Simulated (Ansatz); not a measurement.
**Geometry relaxation, with input and output: Rh (part 2 of 2)**

Rh (P6₃/mmc, 4 atoms in the cell); DFT PBEsol, scalar-relativistic, plane waves, PAW, no spin polarisation (Ansatz 0.2.0); cutoff 420 eV, 18×18×6 k-mesh, Gaussian smearing of 0.1 eV. The structure derives from a Materials Project entry. It belongs to a series of runs on one base structure; here: relaxed at 8 GPa.

Geometry of the input (Å; fractional positions):
```
2.6525  0.0000  0.0000
-1.3262  2.2971  0.0000
0.0000  0.0000  8.6516
Rh 0.0000  0.0000  0.0000
Rh 0.3333  0.6667  0.2500
Rh 0.0000  0.0000  0.5000
Rh 0.6667  0.3333  0.7500
```

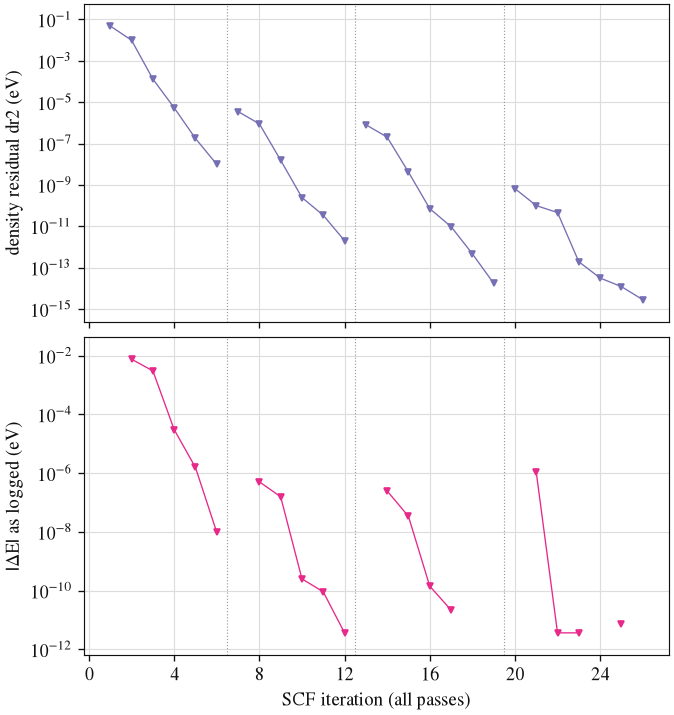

*Convergence of the self-consistent field: density residual dr2 and size of the energy change against the SCF iteration. The dotted lines part the SCF passes of the relaxation: geometry steps, rejected trials and re-solves on a re-selected basis.*

The passes take 6, 6, 7 and 7 iterations.

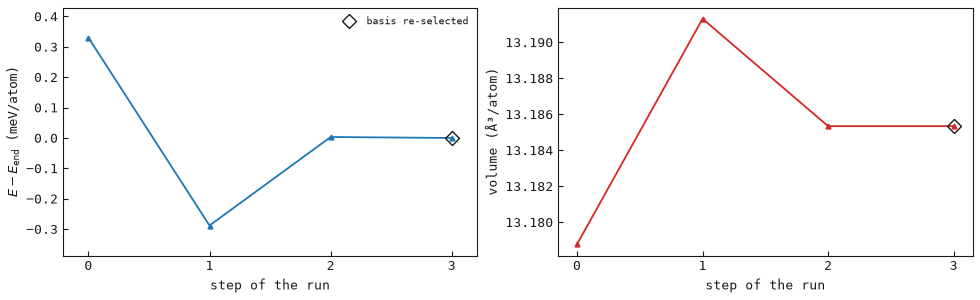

*Progress of the relaxation, step by step (the first geometry is step 0 here and step 1 in the log).*

The atoms keep their places relative to the cell (all moves are under 0.005 Å). The space group stays P6_3/mmc (No. 194). Over 2 geometry steps the energy falls by 0.3 meV per atom. All forces vanish by symmetry, so only the cell relaxes. The pressure goes from 8.17 to 8.00 GPa. A last SCF at the same geometry on a re-selected plane-wave basis shifts the energy by next to nothing (0.0 meV per atom). (Atoms are counted from 1 in the order of the input.)

```
basis re-selected at this cell: Δ(F+E_penalty+E_count) = -1.300e-5 eV, ΔP = +0.000 GPa vs the last step (what re-selecting the basis moved, of the pressure what is left beyond the Pulay correction that the steps carried, after the strain that the cell walked since its last selection, with what the two solves' SCF thresholds leave and, on support functions, any second-order correction that the steps lacked; it is no measure of the basis error at this ecutwfc). This SCF's stress stands 1.62e-3 GPa from its target on what of the cell is left free (relax.cell.stress_tol is 8.00e-2 GPa) and its largest allowed force component is 3.70e-17 eV/Å (relax.f_tol is 8.00e-3 eV/Å): within both
SCF converged after 7 iterations
Free energy (F): -25354.883453 eV
Harris-Foulkes:  -25354.883453 eV  (|F-HF|=7.28e-12)
Internal energy: -25354.856111 eV  (E = F + TS)
E sigma→0 (E₀):  -25354.869782 eV
Entropy (-TS):   -0.027342 eV (-6.835 meV/atom)
Fermi energy:    23.504084 eV
--- Per-component energies (eV) ---
  E_band       = -277.229392
  E_kinetic    = 2298.841912
  E_local      = -6049.374374  (includes V_loc(G=0)·N_el)
  E_nonlocal   = 1425.285448
  E_hartree    = 2124.885235
  E_xc         = -884.877836
  E_vxc        = -1115.110413  (∫ρ·V_xc dr)
  E_paw        = -14095.437289  (= ΣΔE_a)
  E_vpaw       = -1086.645642  (= ΣTr[D̂ρ^β])
  E_aug_tail   = 0.003202  (compensation charges beyond the density's cutoff)
  E_ewald      = -10175.287208
  E_core_change = 1.104799  (= ΣΔE_core)
  E_smearing   = -0.027342  (= −TS)
  E_closure    = -0.000000  (closes the sum)
  Σ components = -25354.883453   (vs F -25354.883453, Δ=0.00e0)
--- Forces (eV/Å), atoms counted from 1 ---
  atom   1  Rh    -0.00000000     0.00000000     0.00000000
  atom   2  Rh    -0.00000000    -0.00000000     0.00000000
  atom   3  Rh    -0.00000000     0.00000000     0.00000000
  atom   4  Rh     0.00000000     0.00000000     0.00000000
  max |Σ_I F_I| component: 4.63e-18 eV/Å
--- Stress (GPa, compression-positive) ---
        7.998650       0.000000       0.000000
        0.000000       7.998650       0.000000
        0.000000       0.000000       8.001617
  P = ⅓ Tr σ = 7.9996 GPa (79.996 kbar)
--- Band table (eV; the first three rows and the last of 148) ---
  k-point 0: bands = ["-55.4690", "-55.4104", "-55.3897", "-55.3305", "-23.7536", "-23.3388", "-23.3289", "-23.0172", "-23.0172", "-22.9703", "-22.9703", "-22.9441", "-22.9441", "-22.8980", "-22.8967", "-22.8967", "15.1050", "16.9359", "16.9411", "16.9584", "20.0350", "20.0755", "20.0908", "20.0908", "20.1409", "20.1409", "20.1687", "20.5476", "20.5476", "20.6693", "20.6693", "21.9490", "21.9490", "22.5771", "22.5771", "23.1317", "23.1317", "23.9631", "23.9631", "24.0848", "32.4767"]
  k-point 1: bands = ["-55.4668", "-55.4206", "-55.3795", "-55.3328", "-23.7396", "-23.4441", "-23.2226", "-23.0153", "-23.0153", "-22.9773", "-22.9773", "-22.9371", "-22.9371", "-22.9132", "-22.8987", "-22.8987", "15.1786", "16.5984", "16.9608", "17.1215", "19.8388", "20.1119", "20.1119", "20.1366", "20.1656", "20.1656", "20.5116", "20.5116", "20.5633", "20.6285", "20.6285", "21.9990", "21.9990", "22.5351", "22.5351", "23.2013", "23.2013", "23.8103", "23.9147", "23.9147", "32.8250"]
  k-point 2: bands = ["-55.4601", "-55.4358", "-55.3642", "-55.3396", "-23.6983", "-23.5457", "-23.1181", "-23.0096", "-23.0096", "-22.9893", "-22.9893", "-22.9575", "-22.9250", "-22.9250", "-22.9045", "-22.9045", "15.3940", "16.1582", "17.0147", "17.1423", "19.8354", "20.0489", "20.1707", "20.1707", "20.2275", "20.2275", "20.4330", "20.4330", "20.5276", "20.5276", "21.3241", "22.1253", "22.1253", "22.4275", "22.4275", "23.1123", "23.3734", "23.3734", "23.7793", "23.7793", "33.7420"]
  k-point 147: bands = ["-55.3087", "-55.3087", "-55.2881", "-55.2881", "-23.5516", "-23.5516", "-23.5242", "-23.5242", "-23.3984", "-23.3984", "-23.3845", "-23.3845", "-23.1233", "-23.1233", "-23.1148", "-23.1148", "17.9177", "17.9177", "18.5652", "18.5652", "18.9285", "18.9285", "19.1197", "19.1197", "20.0850", "20.0850", "20.0994", "20.0994", "21.5829", "21.5829", "22.3340", "22.3340", "23.6339", "23.6339", "23.9028", "23.9028", "30.5631", "30.5631", "30.7616", "30.7616", "31.5189"]
--- Relaxed structure (3 steps of the walk, 3 accepted, 1 SCFs on fresh bases) ---
  F+E_penalty+E_count = -25354.88345254 eV   max|allowed force component| = 3.701e-17 eV/Å   (the final SCF, on the basis selected at the relaxed cell)
  cell:  # Å, volume = 52.7414 Å³
    - [2.652855904882542, 0.0, 0.0]
    - [-1.326427952441271, 2.297440606207836, 0.0]
    - [0.0, 0.0, 8.653531481589637]
  atoms:
    - { symbol: Rh, position: [-3.9525838158866845e-34, -1.8236175953854082e-34, -3.9855111726987415e-38] }
    - { symbol: Rh, position: [0.3333333333333332, 0.6666666666666666, 0.25] }
    - { symbol: Rh, position: [-3.7983255604022105e-34, -1.51699192992242e-34, 0.5] }
    - { symbol: Rh, position: [0.6666666666666669, 0.3333333333333333, 0.75] }
```

## Trajectory as extended XYZ (Å, eV, eV/Å), 4 frames, from step=1 to step=4
```
4
Lattice="2.6525 0.0000 0.0000 -1.3262 2.2971 0.0000 0.0000 0.0000 8.6516" Properties=species:S:1:pos:R:3:forces:R:3 step=1 energy=-25354.88213 pressure_GPa=8.17
Rh    0.0000    0.0000    0.0000    0.0000   0.0000   0.0000
Rh    0.0000    1.5314    2.1629    0.0000   0.0000   0.0000
Rh    0.0000    0.0000    4.3258    0.0000   0.0000   0.0000
Rh    1.3262    0.7657    6.4887    0.0000   0.0000   0.0000
4
Lattice="2.6532 0.0000 0.0000 -1.3266 2.2978 0.0000 0.0000 0.0000 8.6550" Properties=species:S:1:pos:R:3:forces:R:3 step=2 energy=-25354.88460 pressure_GPa=7.85
Rh    0.0000    0.0000    0.0000    0.0000   0.0000   0.0000
Rh    0.0000    1.5318    2.1638    0.0000   0.0000   0.0000
Rh    0.0000    0.0000    4.3275    0.0000   0.0000   0.0000
Rh    1.3266    0.7659    6.4913    0.0000   0.0000   0.0000
4
Lattice="2.6529 0.0000 0.0000 -1.3264 2.2974 0.0000 0.0000 0.0000 8.6535" Properties=species:S:1:pos:R:3:forces:R:3 step=3 energy=-25354.88344 pressure_GPa=8.00
Rh    0.0000    0.0000    0.0000    0.0000   0.0000   0.0000
Rh    0.0000    1.5316    2.1634    0.0000   0.0000   0.0000
Rh    0.0000    0.0000    4.3268    0.0000   0.0000   0.0000
Rh    1.3264    0.7658    6.4901    0.0000   0.0000   0.0000
4
Lattice="2.6529 0.0000 0.0000 -1.3264 2.2974 0.0000 0.0000 0.0000 8.6535" Properties=species:S:1:pos:R:3:forces:R:3 step=4 energy=-25354.88345 pressure_GPa=8.00
Rh    0.0000    0.0000    0.0000    0.0000   0.0000   0.0000
Rh    0.0000    1.5316    2.1634    0.0000   0.0000   0.0000
Rh    0.0000    0.0000    4.3268    0.0000   0.0000   0.0000
Rh    1.3264    0.7658    6.4901    0.0000   0.0000   0.0000
```

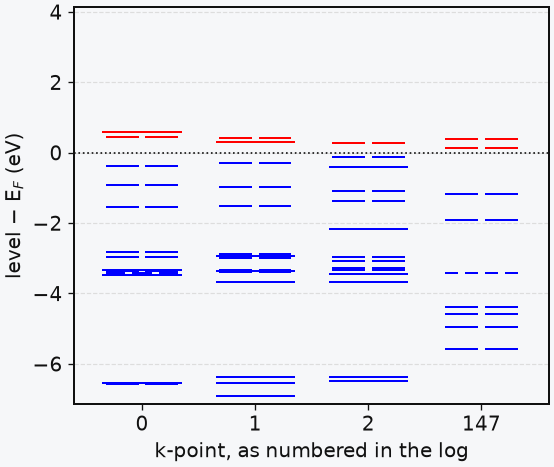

*Kohn–Sham levels near the Fermi level (dotted) at the few k-points that the log prints; levels within 0.02 eV of each other stand side by side.*

The system is metallic on the full mesh.
